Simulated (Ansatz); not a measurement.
System: Si₁₅C₇ (amorphous cell).

The calculation's input:

```
crystal:
  lattice:
    - [6.98599, 0.508975, -0.368118]
    - [0.525739, 7.002639, 0.257101]
    - [-0.349641, 0.254579, 6.542706]
  atoms:
    - { symbol: Si, position: [0.7936101884, 0.0718662107, 0.4705672545] }
    - { symbol: Si, position: [0.4554843548, 0.8403890227, 0.2128635656] }
    - { symbol: Si, position: [0.2021414447, 0.2622813612, 0.7664412064] }
    - { symbol: Si, position: [0.77839641, 0.248829095, 0.9049068103] }
    - { symbol: Si, position: [0.6556396364, 0.6325028472, 0.4974506044] }
    - { symbol: Si, position: [0.4167136339, 0.4223387253, 0.5101075079] }
    - { symbol: Si, position: [0.4371916658, 0.0676006173, 0.552996648] }
    - { symbol: Si, position: [0.5372818421, 0.7920080902, 0.7957684329] }
    - { symbol: Si, position: [0.2505053219, 0.2886367317, 0.2238348254] }
    - { symbol: Si, position: [0.097351577, 0.5944506714, 0.4687433791] }
    - { symbol: Si, position: [0.9996492073, 0.002196611, 0.8092869829] }
    - { symbol: Si, position: [0.0499016318, 0.9023376594, 0.2977424582] }
    - { symbol: Si, position: [0.4882786714, 0.5471888489, 0.0448281755] }
    - { symbol: Si, position: [0.7800027443, 0.3880875333, 0.2611424305] }
    - { symbol: Si, position: [0.9271791585, 0.51726219, 0.7649498124] }
    - { symbol: C, position: [0.3817536014, 0.3149192986, 0.9924137775] }
    - { symbol: C, position: [0.2709834769, 0.0263532688, 0.3174084368] }
    - { symbol: C, position: [0.5548018124, 0.9631079842, 0.9982012124] }
    - { symbol: C, position: [0.5483303227, 0.1626562409, 0.965301341] }
    - { symbol: C, position: [0.0206366404, 0.8082164715, 0.0295285822] }
    - { symbol: C, position: [0.9950299081, 0.6184470875, 0.0234190499] }
    - { symbol: C, position: [0.0203195886, 0.4750811999, 0.2140082005] }
basis:
  ecutwfc: 420
kpoints:
  mp_grid: { grid: [5, 5, 5] }
hamiltonian:
  xc: pbe
scf:
  occupations: { method: gaussian, width: 0.1 }
  n_extra_bands: 11
output:
  forces: true
  stress: true
  eigenvalues: true
  populations: true
  dos:
    method: { smearing: { sigma: 0.1, scheme: gaussian } }
    projected: true
    de: 0.02
  write_density: true
  write_potential: true
  elf: true
  volumetric_format: npy
```

Launched as:

```sh
ansatz run input.yaml --threads 2 --pin off --max-ram 5120MiB --backend cpu --events-out ev --progress --plain --runs-dir out
```

Computed with DFT PBE, scalar-relativistic, plane waves, PAW in Ansatz.

Question: Predict the valence pseudo-density and electron localisation function between the atoms.

Answer: Si–C (1.92 Å): ρ at the midpoint is about 0.81 e/Å³; the ELF peaks at about 0.90 between the atoms.
Si–C (1.92 Å): ρ at the midpoint is about 0.81 e/Å³; the ELF peaks at about 0.90 between the atoms.

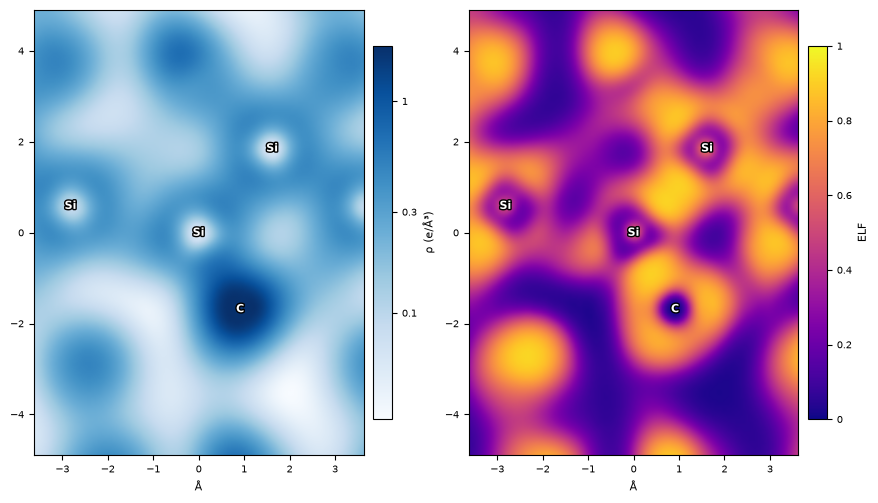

Computed valence pseudo-density and electron localisation function on the (110) plane of the calculation cell, in this order. Atoms just off the plane (Si, 0.7 Å away) can leave unmarked features too.
